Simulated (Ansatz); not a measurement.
Geometry relaxation, with input and output: MgO (part 2 of 3)

Continued. System: MgO (Cmcm, 4 atoms in the cell). Method: DFT PBE, scalar-relativistic, plane waves, PAW, no spin polarisation (Ansatz 0.2.0); cutoff 420 eV, 8×8×8 k-mesh, Gaussian smearing of 0.02 eV. The structure was made by swapping elements on the sites of another compound; it need not be a known phase. It belongs to a series of runs on one base structure; here: ZrSi type (Cmcm, No. 63).

Geometry of the input (Å; fractional positions):
```
1.4439  -5.6363  0.0000
1.4439  5.6363  0.0000
0.0000  0.0000  2.9155
Mg 0.3445  0.6555  0.7500
Mg 0.6555  0.3445  0.2500
O  0.1513  0.8487  0.7500
O  0.8487  0.1513  0.2500
```

### Log, continued
```
SCF iter   1: F=—  HF=-4987.440030 eV  |F-HF|=—  |Δ(HF+E_count)|=         —  Δρ=1.13e-3  dr2=3.92e-4  ethr=1.30e-6  ⟨swp⟩=2.0  Hψ=11605  notcnv=0
preconditioner: auto → none  [insulator: Δε(μ)=3.014 eV  Ē_g=14.164 eV  σ=0.020 eV  W_gap=1.00  n_scr=14 (ndim 8)  ℏωp=21.4 eV  f_vac=0.166  D(μ)=0.00/eV (n_scr^D=0)  ε∞_Penn≈3.3]
SCF iter   2: F=—  HF=-4987.440050 eV  |F-HF|=—  |Δ(HF+E_count)|=   2.00e-5  Δρ=5.28e-4  dr2=8.15e-5  ethr=1.23e-6  ⟨swp⟩=2.9  Hψ=3632  notcnv=0
SCF iter   3: F=—  HF=-4987.440037 eV  |F-HF|=—  |Δ(HF+E_count)|=   1.34e-5  Δρ=2.58e-4  dr2=1.75e-5  ethr=2.55e-7  ⟨swp⟩=2.0  Hψ=2748  notcnv=0
SCF iter   4: F=—  HF=-4987.440047 eV  |F-HF|=—  |Δ(HF+E_count)|=   1.03e-5  Δρ=8.66e-5  dr2=3.03e-6  ethr=5.46e-8  ⟨swp⟩=2.0  Hψ=2807  notcnv=0
SCF iter   5: F=—  HF=-4987.440048 eV  |F-HF|=—  |Δ(HF+E_count)|=   3.45e-7  Δρ=1.89e-5  dr2=1.39e-7  ethr=9.48e-9  ⟨swp⟩=2.0  Hψ=2849  notcnv=0
SCF iter   6: F=-4987.440048 eV  HF=-4987.440048 eV  |F-HF|=6.97e-9  |Δ(HF+E_count)|=   1.82e-7  Δρ=3.47e-6  dr2=3.93e-9  ethr=2.12e-10  ⟨swp⟩=5.8  Hψ=8588  notcnv=0
SCF 7 converged in 6 iterations: F = -4987.440048 eV  dr2 = 3.93e-9
relax step   7: F+E_penalty+E_count = -4987.44004769 eV  Δ(F+E_penalty+E_count) = +7.007e-4 eV  max|allowed force component| = 1.175e-3 eV/Å  Δτ_max = 0.0060 Å  P = +0.030 GPa  Ω = 48.259 Å³  energy of the carried Pulay correction = -8.983e-4 eV  (6 SCF iters, dr2 threshold 6.80e-8 eV, accepted)
Crystal: 4 atoms, lattice volume = 48.456 Å³
Basis set: ecut = 420 eV, 931 PW (Γ), FFT grids on a1+a2, a2, a3, exchange–correlation on 40×80×40 points (8 copies of the dense FFT grid, shifted against one another)
iter 1 solved again at ethr=8.57e-7 eV; its pass at ethr=3.10e-3 eV (dr2=2.74e-4 eV) is discarded
SCF iter   1: F=—  HF=-4987.439473 eV  |F-HF|=—  |Δ(HF+E_count)|=         —  Δρ=8.77e-4  dr2=2.61e-4  ethr=8.57e-7  ⟨swp⟩=2.0  Hψ=11515  notcnv=0
preconditioner: auto → none  [insulator: Δε(μ)=3.008 eV  Ē_g=14.149 eV  σ=0.020 eV  W_gap=1.00  n_scr=14 (ndim 8)  ℏωp=21.3 eV  f_vac=0.171  D(μ)=0.00/eV (n_scr^D=0)  ε∞_Penn≈3.3]
SCF iter   2: F=—  HF=-4987.439465 eV  |F-HF|=—  |Δ(HF+E_count)|=   8.48e-6  Δρ=3.97e-4  dr2=4.74e-5  ethr=8.14e-7  ⟨swp⟩=3.0  Hψ=3494  notcnv=0
SCF iter   3: F=—  HF=-4987.439427 eV  |F-HF|=—  |Δ(HF+E_count)|=   3.81e-5  Δρ=1.90e-4  dr2=9.20e-6  ethr=1.48e-7  ⟨swp⟩=2.0  Hψ=2730  notcnv=0
SCF iter   4: F=—  HF=-4987.439432 eV  |F-HF|=—  |Δ(HF+E_count)|=   5.09e-6  Δρ=7.48e-5  dr2=2.23e-6  ethr=2.87e-8  ⟨swp⟩=2.5  Hψ=3194  notcnv=0
SCF iter   5: F=—  HF=-4987.439432 eV  |F-HF|=—  |Δ(HF+E_count)|=   7.87e-9  Δρ=1.61e-5  dr2=8.95e-8  ethr=6.96e-9  ⟨swp⟩=2.0  Hψ=2865  notcnv=0
SCF iter   6: F=-4987.439432 eV  HF=-4987.439432 eV  |F-HF|=4.12e-9  |Δ(HF+E_count)|=   1.15e-7  Δρ=2.71e-6  dr2=2.46e-9  ethr=1.98e-11  ⟨swp⟩=3.5  Hψ=8779  notcnv=0
SCF 8 converged in 6 iterations: F = -4987.439432 eV  dr2 = 2.46e-9
relax step   8: F+E_penalty+E_count = -4987.43943211 eV  Δ(F+E_penalty+E_count) = +6.156e-4 eV  max|allowed force component| = 7.670e-3 eV/Å  Δτ_max = 0.0048 Å  P = -0.017 GPa  Ω = 48.456 Å³  energy of the carried Pulay correction = -1.541e-3 eV  (6 SCF iters, dr2 threshold 6.34e-9 eV, accepted)
iter 1 solved again at ethr=3.34e-8 eV; its pass at ethr=3.10e-3 eV (dr2=1.07e-5 eV) is discarded
SCF iter   1: F=—  HF=-4987.441102 eV  |F-HF|=—  |Δ(HF+E_count)|=         —  Δρ=1.20e-4  dr2=8.08e-7  ethr=3.34e-8  ⟨swp⟩=3.9  Hψ=16269  notcnv=0
preconditioner: auto → none  [insulator: Δε(μ)=2.993 eV  Ē_g=14.141 eV  σ=0.020 eV  W_gap=1.00  n_scr=14 (ndim 8)  ℏωp=21.3 eV  f_vac=0.170  D(μ)=0.00/eV (n_scr^D=0)  ε∞_Penn≈3.3]
SCF iter   2: F=—  HF=-4987.441088 eV  |F-HF|=—  |Δ(HF+E_count)|=   1.35e-5  Δρ=5.96e-5  dr2=3.94e-7  ethr=2.53e-9  ⟨swp⟩=2.0  Hψ=3780  notcnv=0
SCF iter   3: F=—  HF=-4987.441098 eV  |F-HF|=—  |Δ(HF+E_count)|=   9.96e-6  Δρ=3.12e-5  dr2=6.84e-8  ethr=1.23e-9  ⟨swp⟩=2.0  Hψ=2824  notcnv=0
SCF iter   4: F=—  HF=-4987.441102 eV  |F-HF|=—  |Δ(HF+E_count)|=   3.61e-6  Δρ=2.60e-6  dr2=2.21e-9  ethr=2.14e-10  ⟨swp⟩=2.0  Hψ=2940  notcnv=0
SCF iter   5: F=—  HF=-4987.441102 eV  |F-HF|=—  |Δ(HF+E_count)|=   1.38e-8  Δρ=1.15e-6  dr2=2.04e-10  ethr=6.91e-12  ⟨swp⟩=2.0  Hψ=2769  notcnv=0
SCF iter   6: F=-4987.441102 eV  HF=-4987.441102 eV  |F-HF|=1.61e-10  |Δ(HF+E_count)|=   2.50e-9  Δρ=3.62e-7  dr2=1.58e-11  ethr=1.00e-12  ⟨swp⟩=4.9  Hψ=7508  notcnv=0
SCF 9 converged in 6 iterations: F = -4987.441102 eV  dr2 = 1.58e-11
relax step   9: F+E_penalty+E_count = -4987.44110159 eV  Δ(F+E_penalty+E_count) = -1.669e-3 eV  max|allowed force component| = 7.778e-3 eV/Å  Δτ_max = 0.0000 Å  P = +0.011 GPa  Ω = 48.456 Å³  stress off target by 8.07e-2 GPa  SCF on the basis re-selected at this cell (its energy is not comparable with the rows above)  (6 SCF iters)
basis re-selected at this cell: Δ(F+E_penalty+E_count) = -1.669e-3 eV, ΔP = +0.029 GPa vs the last step (what re-selecting the basis moved, of the pressure what is left beyond the Pulay correction that the steps carried, after the strain that the cell walked since its last selection, with what the two solves' SCF thresholds leave and, on support functions, any second-order correction that the steps lacked; it is no measure of the basis error at this ecutwfc). This SCF's stress stands 8.07e-2 GPa from its target on what of the cell is left free (relax.cell.stress_tol is 5.00e-2 GPa) and its largest allowed force component is 7.78e-3 eV/Å (relax.f_tol is 1.00e-2 eV/Å): not within both, so this SCF does not close the relaxation
Crystal: 4 atoms, lattice volume = 48.657 Å³
iter 1 solved again at ethr=6.29e-7 eV; its pass at ethr=3.10e-3 eV (dr2=2.01e-4 eV) is discarded
SCF iter   1: F=—  HF=-4987.440540 eV  |F-HF|=—  |Δ(HF+E_count)|=         —  Δρ=7.90e-4  dr2=1.89e-4  ethr=6.29e-7  ⟨swp⟩=2.0  Hψ=11508  notcnv=0
preconditioner: auto → none  [insulator: Δε(μ)=3.003 eV  Ē_g=14.138 eV  σ=0.020 eV  W_gap=1.00  n_scr=14 (ndim 8)  ℏωp=21.3 eV  f_vac=0.175  D(μ)=0.00/eV (n_scr^D=0)  ε∞_Penn≈3.3]
SCF iter   2: F=—  HF=-4987.440558 eV  |F-HF|=—  |Δ(HF+E_count)|=   1.82e-5  Δρ=3.76e-4  dr2=4.21e-5  ethr=5.91e-7  ⟨swp⟩=2.6  Hψ=3272  notcnv=0
SCF iter   3: F=—  HF=-4987.440524 eV  |F-HF|=—  |Δ(HF+E_count)|=   3.43e-5  Δρ=1.89e-4  dr2=9.56e-6  ethr=1.31e-7  ⟨swp⟩=2.0  Hψ=2794  notcnv=0
SCF iter   4: F=—  HF=-4987.440527 eV  |F-HF|=—  |Δ(HF+E_count)|=   2.66e-6  Δρ=5.39e-5  dr2=1.20e-6  ethr=2.99e-8  ⟨swp⟩=2.0  Hψ=2830  notcnv=0
SCF iter   5: F=—  HF=-4987.440527 eV  |F-HF|=—  |Δ(HF+E_count)|=   3.05e-7  Δρ=1.25e-5  dr2=6.78e-8  ethr=3.74e-9  ⟨swp⟩=2.0  Hψ=2855  notcnv=0
SCF iter   6: F=-4987.440527 eV  HF=-4987.440527 eV  |F-HF|=3.66e-9  |Δ(HF+E_count)|=   8.52e-8  Δρ=2.49e-6  dr2=2.02e-9  ethr=5.08e-11  ⟨swp⟩=6.0  Hψ=9424  notcnv=0
SCF 10 converged in 6 iterations: F = -4987.440527 eV  dr2 = 2.02e-9
relax step  10: F+E_penalty+E_count = -4987.44052699 eV  Δ(F+E_penalty+E_count) = +5.746e-4 eV  max|allowed force component| = 1.125e-3 eV/Å  Δτ_max = 0.0050 Å  P = +0.015 GPa  Ω = 48.657 Å³  energy of the carried Pulay correction = -6.395e-4 eV  (6 SCF iters, dr2 threshold 1.63e-8 eV, accepted)
iter 1 solved again at ethr=3.31e-8 eV; its pass at ethr=3.10e-3 eV (dr2=1.06e-5 eV) is discarded
SCF iter   1: F=—  HF=-4987.441225 eV  |F-HF|=—  |Δ(HF+E_count)|=         —  Δρ=6.32e-5  dr2=1.93e-7  ethr=3.31e-8  ⟨swp⟩=4.0  Hψ=16391  notcnv=0
preconditioner: auto → none  [insulator: Δε(μ)=2.988 eV  Ē_g=14.130 eV  σ=0.020 eV  W_gap=1.00  n_scr=14 (ndim 8)  ℏωp=21.3 eV  f_vac=0.175  D(μ)=0.00/eV (n_scr^D=0)  ε∞_Penn≈3.3]
SCF iter   2: F=—  HF=-4987.441193 eV  |F-HF|=—  |Δ(HF+E_count)|=   3.20e-5  Δρ=3.25e-5  dr2=1.21e-7  ethr=6.03e-10  ⟨swp⟩=2.0  Hψ=3780  notcnv=0
SCF iter   3: F=—  HF=-4987.441197 eV  |F-HF|=—  |Δ(HF+E_count)|=   4.18e-6  Δρ=1.94e-5  dr2=1.38e-8  ethr=3.79e-10  ⟨swp⟩=2.0  Hψ=2760  notcnv=0
SCF iter   4: F=—  HF=-4987.441200 eV  |F-HF|=—  |Δ(HF+E_count)|=   2.77e-6  Δρ=4.28e-6  dr2=2.66e-9  ethr=4.32e-11  ⟨swp⟩=2.0  Hψ=2940  notcnv=0
SCF iter   5: F=—  HF=-4987.441200 eV  |F-HF|=—  |Δ(HF+E_count)|=   1.30e-7  Δρ=1.08e-6  dr2=2.14e-10  ethr=8.33e-12  ⟨swp⟩=2.0  Hψ=2730  notcnv=0
SCF iter   6: F=-4987.441200 eV  HF=-4987.441200 eV  |F-HF|=1.83e-10  |Δ(HF+E_count)|=   3.68e-9  Δρ=3.80e-7  dr2=3.15e-11  ethr=1.00e-12  ⟨swp⟩=4.7  Hψ=7403  notcnv=0
SCF 11 converged in 6 iterations: F = -4987.441200 eV  dr2 = 3.15e-11
relax step  11: F+E_penalty+E_count = -4987.44120039 eV  Δ(F+E_penalty+E_count) = -6.734e-4 eV  max|allowed force component| = 1.131e-3 eV/Å  Δτ_max = 0.0000 Å  P = +0.021 GPa  Ω = 48.657 Å³  stress off target by 5.29e-2 GPa  SCF on the basis re-selected at this cell (its energy is not comparable with the rows above)  (6 SCF iters)
basis re-selected at this cell: Δ(F+E_penalty+E_count) = -6.734e-4 eV, ΔP = +0.006 GPa vs the last step (what re-selecting the basis moved, of the pressure what is left beyond the Pulay correction that the steps carried, after the strain that the cell walked since its last selection, with what the two solves' SCF thresholds leave and, on support functions, any second-order correction that the steps lacked; it is no measure of the basis error at this ecutwfc). This SCF's stress stands 5.29e-2 GPa from its target on what of the cell is left free (relax.cell.stress_tol is 5.00e-2 GPa) and its largest allowed force component is 1.13e-3 eV/Å (relax.f_tol is 1.00e-2 eV/Å): not within both, so this SCF does not close the relaxation
Crystal: 4 atoms, lattice volume = 48.794 Å³
iter 1 solved again at ethr=2.82e-7 eV; its pass at ethr=3.10e-3 eV (dr2=9.03e-5 eV) is discarded
SCF iter   1: F=—  HF=-4987.440827 eV  |F-HF|=—  |Δ(HF+E_count)|=         —  Δρ=5.32e-4  dr2=8.52e-5  ethr=2.82e-7  ⟨swp⟩=2.2  Hψ=11423  notcnv=0
preconditioner: auto → none  [insulator: Δε(μ)=2.994 eV  Ē_g=14.127 eV  σ=0.020 eV  W_gap=1.00  n_scr=14 (ndim 8)  ℏωp=21.3 eV  f_vac=0.179  D(μ)=0.00/eV (n_scr^D=0)  ε∞_Penn≈3.3]
SCF iter   2: F=—  HF=-4987.440779 eV  |F-HF|=—  |Δ(HF+E_count)|=   4.80e-5  Δρ=2.49e-4  dr2=1.83e-5  ethr=2.66e-7  ⟨swp⟩=2.0  Hψ=3520  notcnv=0
SCF iter   3: F=—  HF=-4987.440788 eV  |F-HF|=—  |Δ(HF+E_count)|=   8.52e-6  Δρ=1.25e-4  dr2=4.39e-6  ethr=5.72e-8  ⟨swp⟩=2.0  Hψ=2765  notcnv=0
SCF iter   4: F=—  HF=-4987.440788 eV  |F-HF|=—  |Δ(HF+E_count)|=   3.66e-7  Δρ=3.89e-5  dr2=6.24e-7  ethr=1.37e-8  ⟨swp⟩=2.0  Hψ=2797  notcnv=0
SCF iter   5: F=—  HF=-4987.440788 eV  |F-HF|=—  |Δ(HF+E_count)|=   1.13e-7  Δρ=7.90e-6  dr2=2.79e-8  ethr=1.95e-9  ⟨swp⟩=2.0  Hψ=2831  notcnv=0
SCF iter   6: F=-4987.440788 eV  HF=-4987.440788 eV  |F-HF|=1.45e-9  |Δ(HF+E_count)|=   4.07e-8  Δρ=1.58e-6  dr2=8.68e-10  ethr=2.18e-11  ⟨swp⟩=6.0  Hψ=9329  notcnv=0
SCF 12 converged in 6 iterations: F = -4987.440788 eV  dr2 = 8.68e-10
relax step  12: F+E_penalty+E_count = -4987.44078802 eV  Δ(F+E_penalty+E_count) = +4.124e-4 eV  max|allowed force component| = 9.823e-5 eV/Å  Δτ_max = 0.0028 Å  P = +0.004 GPa  Ω = 48.794 Å³  energy of the carried Pulay correction = -4.313e-4 eV  (6 SCF iters, dr2 threshold 6.99e-9 eV, accepted)
iter 1 solved again at ethr=3.32e-8 eV; its pass at ethr=3.10e-3 eV (dr2=1.06e-5 eV) is discarded
SCF iter   1: F=—  HF=-4987.441201 eV  |F-HF|=—  |Δ(HF+E_count)|=         —  Δρ=7.53e-5  dr2=1.39e-7  ethr=3.32e-8  ⟨swp⟩=3.9  Hψ=16331  notcnv=0
preconditioner: auto → none  [insulator: Δε(μ)=2.984 eV  Ē_g=14.121 eV  σ=0.020 eV  W_gap=1.00  n_scr=14 (ndim 8)  ℏωp=21.3 eV  f_vac=0.177  D(μ)=0.00/eV (n_scr^D=0)  ε∞_Penn≈3.3]
SCF iter   2: F=—  HF=-4987.441193 eV  |F-HF|=—  |Δ(HF+E_count)|=   7.63e-6  Δρ=3.87e-5  dr2=9.26e-8  ethr=4.36e-10  ⟨swp⟩=2.0  Hψ=3783  notcnv=0
SCF iter   3: F=—  HF=-4987.441202 eV  |F-HF|=—  |Δ(HF+E_count)|=   8.91e-6  Δρ=2.49e-5  dr2=1.15e-8  ethr=2.89e-10  ⟨swp⟩=2.0  Hψ=2736  notcnv=0
SCF iter   4: F=—  HF=-4987.441209 eV  |F-HF|=—  |Δ(HF+E_count)|=   7.20e-6  Δρ=3.90e-6  dr2=2.18e-9  ethr=3.60e-11  ⟨swp⟩=2.0  Hψ=2940  notcnv=0
SCF iter   5: F=—  HF=-4987.441210 eV  |F-HF|=—  |Δ(HF+E_count)|=   1.58e-7  Δρ=9.75e-7  dr2=2.07e-10  ethr=6.82e-12  ⟨swp⟩=2.0  Hψ=2730  notcnv=0
SCF iter   6: F=-4987.441210 eV  HF=-4987.441210 eV  |F-HF|=9.82e-11  |Δ(HF+E_count)|=   3.65e-9  Δρ=3.10e-7  dr2=2.47e-11  ethr=1.00e-12  ⟨swp⟩=3.0  Hψ=8211  notcnv=0
SCF 13 converged in 6 iterations: F = -4987.441210 eV  dr2 = 2.47e-11
relax step  13: F+E_penalty+E_count = -4987.44120955 eV  Δ(F+E_penalty+E_count) = -4.215e-4 eV  max|allowed force component| = 8.243e-5 eV/Å  Δτ_max = 0.0000 Å  P = +0.008 GPa  Ω = 48.794 Å³  stress off target by 1.91e-2 GPa  SCF on the basis re-selected at this cell (its energy is not comparable with the rows above)  (6 SCF iters)
```

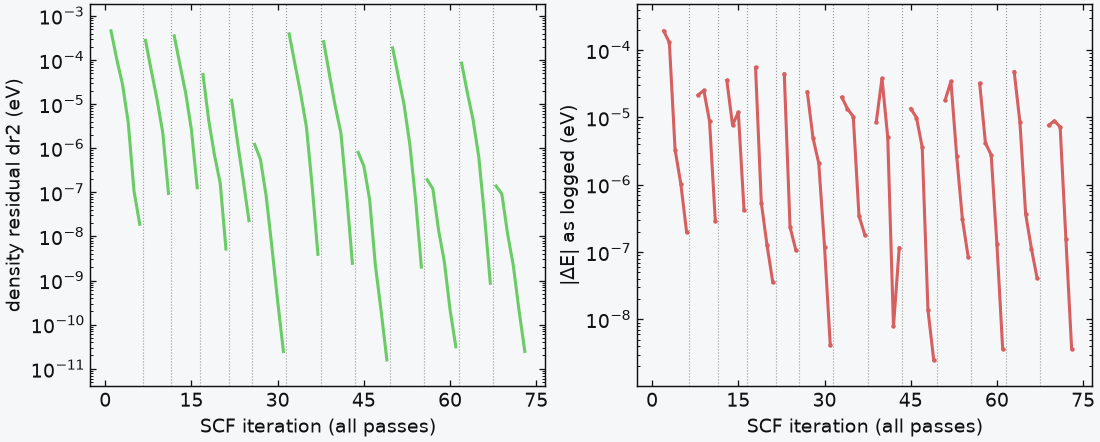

**Figure 1.** Convergence of the self-consistent field: density residual dr2 and size of the energy change against the SCF iteration. The dotted lines part the SCF passes of the relaxation: geometry steps, rejected trials and re-solves on a re-selected basis. The 13 passes take 4 to 6 iterations each, 73 in all.

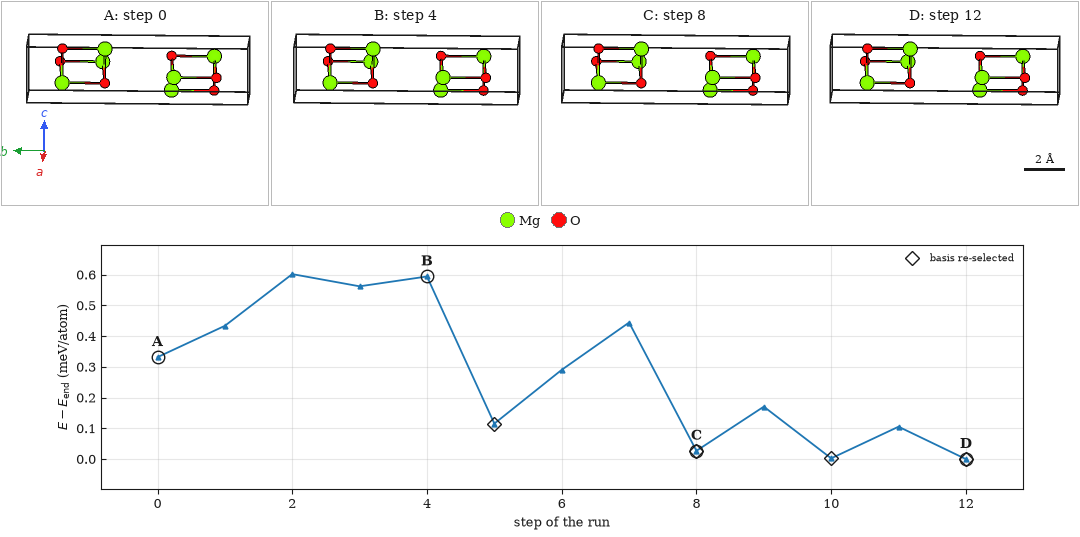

**Figure 2.** Frames of the relaxation (ball-and-stick view of the cell 2 times as large as that of the calculation, set on its symmetry axes, seen at an oblique angle) above the curves, on which the letters mark them (the first geometry is step 0 here and step 1 in the log).
